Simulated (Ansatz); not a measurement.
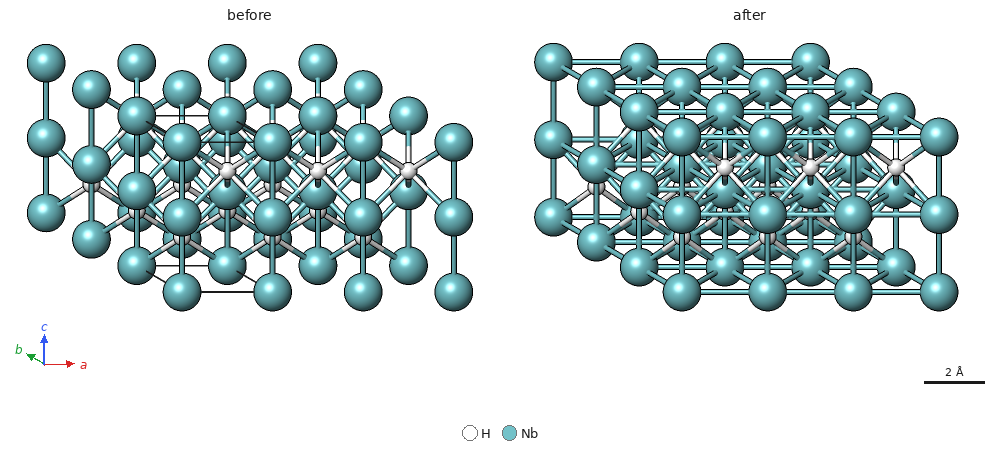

Left: a symmetric starting cell of NbH (made from another compound by putting Nb in place of Mo). Right: the same structure after one change, at the same scale. A ball-and-stick model of the cell of the calculation, repeated 3 × 3 × 1 with one cell outlined, seen from a free direction.

Level of theory: DFT PBEsol, scalar-relativistic, plane waves, PAW (Ansatz 0.2.0). (plane-wave cutoff 420 eV; k-point mesh 18 × 18 × 8; occupations gaussian; smearing width 0.1 eV; no spin polarisation)

What was changed?

Answer. The cell is strained by +3.6 % along c and −5.4 % across it (volume −7.4 %), the atoms keeping their fractional coordinates. No relaxation follows. The starting cell wasn't computed here and needn't be at equilibrium, so pressure and forces aren't due to the change alone.

And its effect?

Answer. Some distances before and after: Nb–Nb 3.024 → 2.859 Å, Nb–Nb 2.653 → 2.748 Å, H–Nb 2.193 → 2.148 Å. The space group stays P6_3/mmc (No. 194). The pressure is 8.1 GPa (not all of it need come from the change, since the unchanged cell can be under pressure at this level too). The principal stresses (compression positive) are −1.6 GPa along c and 12.9 GPa across it. All forces vanish by symmetry.
